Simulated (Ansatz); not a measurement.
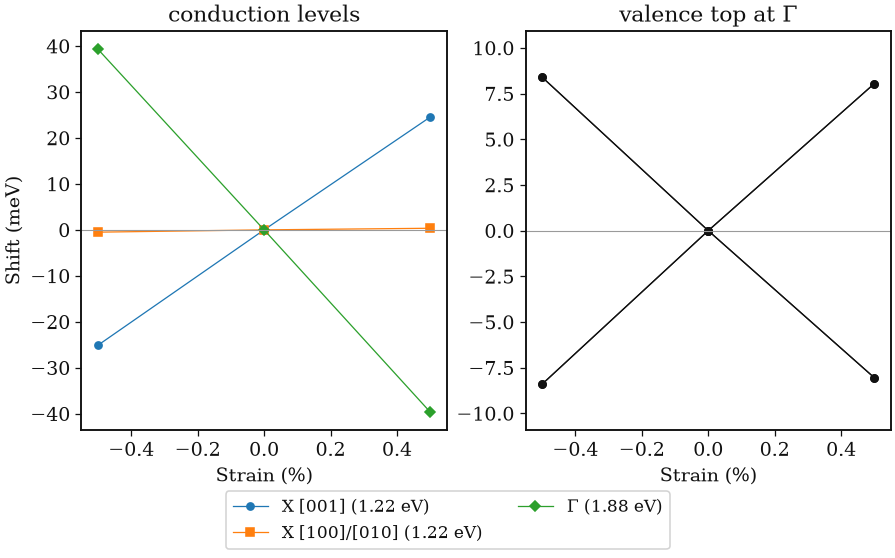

Shifts of the lowest conduction level at the points named, against the centre of the valence top at Γ (unstrained energies in the legend), and the splitting of that top about its centre. Directions are on the cubic axes.

System: zincblende AlAs, space group F-43m (No. 216), 2 atoms in the primitive cell, in a cell relaxed beforehand; cubic a = 5.629 Å. Here the cell is stretched along z by ±0.5 %, with x and y held, and the atoms are carried along without relaxing. Computed with Ansatz 0.2.0: LDA, Ansatz PAW set, spin-orbit coupling, no magnetisation, 8×8×8 k mesh, 420 eV cutoff, fixed occupations.

Question: How fast does each conduction level move?

Answer: For each 1 % of strain: +50 meV at X [001], +1 meV at X [100]/[010] and −79 meV at Γ.

Question: What shear deformation potential follows for the X valleys?

Answer: For the X valleys E[001] − E[100] = Ξu (εzz − εxx), and the splitting is +49 meV for 1 %, so Ξu = 4.9 eV.

Question: How does the valence top split?

Answer: The fourfold valence top splits at 33 meV for each 1 % of strain, into two pairs, which gives |b| = 1.64 eV from a splitting of 2|b| (εzz − εxx).

The PAW data sets were made with another functional. LDA, GGA and most meta-GGA functionals understate gaps.
